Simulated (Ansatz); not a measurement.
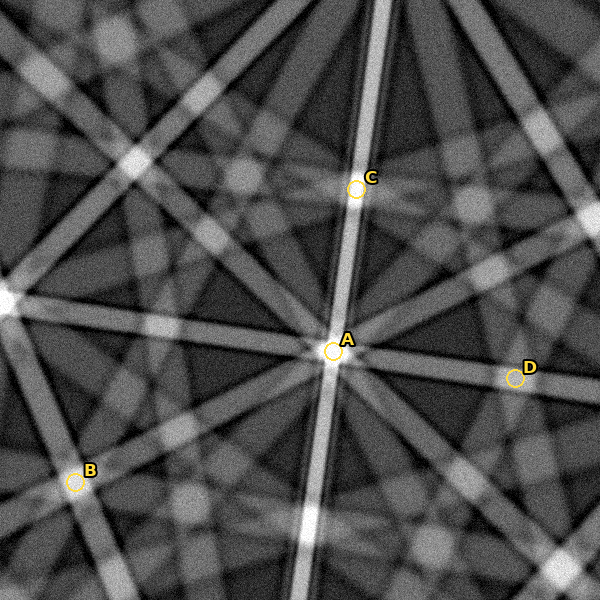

Simulated Kikuchi (electron backscatter) pattern at 30 kV: kinematic bands of width 2θ(Bragg) in gnomonic projection, seen from the camera side; the frame spans ±31° from its centre. Crystal: Rh, space group Pm-3m (No. 221), a = 2.584 Å. Structure: coordinates from a relaxation with DFT, BLYP, plane waves (420 eV) with PAW, scalar-relativistic in Ansatz; the starting structure was generated, so it need not be a known form of this composition.

```json
{"atom": "Rh", "site": "1a", "symmetry": "m-3m", "x": "0.0000", "y": "0.0000", "z": "0.0000"}
```

Pole A is [110] and pole B is [211].

**Index the poles C and D.**

C is [120], 18.4° from A and 43.1° from B. D is [22-1], 19.5° from A and 47.1° from B.

**Which band joins A and B, and how wide is it?**

It comes from the planes common to both zones. The strongest order is 1 -1 -1 with d = 1.492 Å, so the band is 2θ = 2.7° wide (λ = 0.0698 Å).
